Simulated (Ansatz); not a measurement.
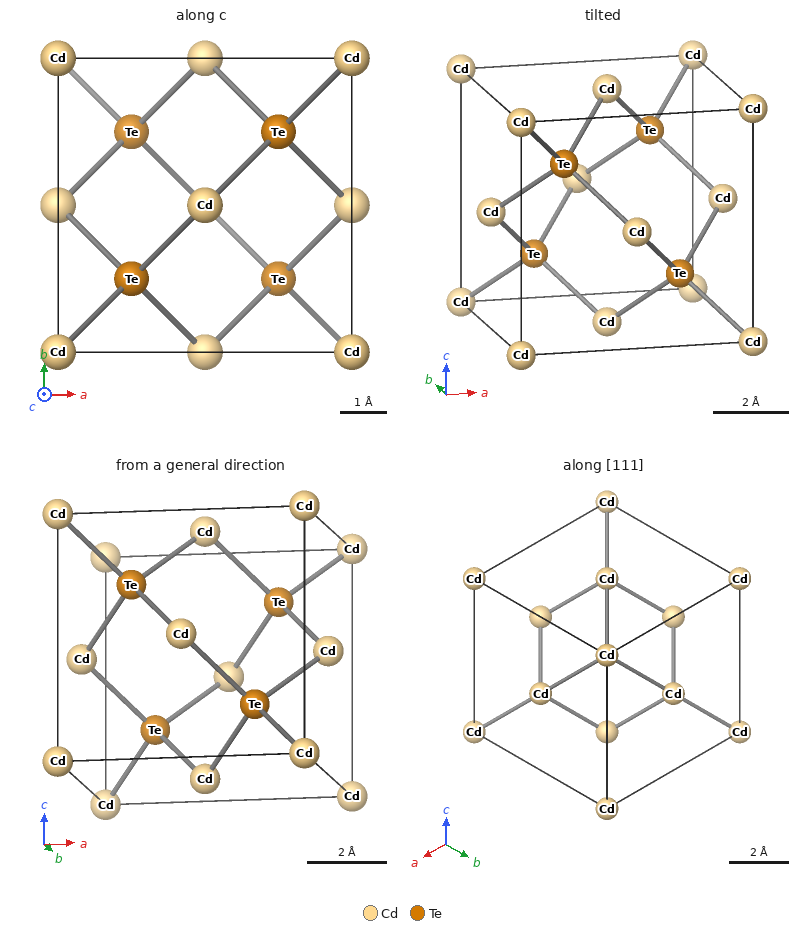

The figure gives a ball-and-stick picture of the atoms, viewed along the c axis, slightly off an axis, from a general direction and along [111]. The conventional unit cell is drawn as a box.

Cell parameters: a = 6.43 Å, b = 6.43 Å, c = 6.43 Å, α = 90.00°, β = 90.00°, γ = 90.00°.

### Count the atoms and give the formula.

CdTe. The cell holds 4 Cd, 4 Te, counting shared atoms by their share.

### What kind of lattice is this?

Face-centred cubic.

### Identify the space group.

F-43m (No. 216), with Cd on 4a and Te on 4d.

### Name the structure type.

Zinc blende (sphalerite type).

### Describe the environment of the Te atoms.

Four Cd in a tetrahedral arrangement at about 2.8 Å.

Source of the structure: a structure type known for this compound. Earlier steps of the study may have refined or changed the cell and positions. It went into a calculation with Ansatz.
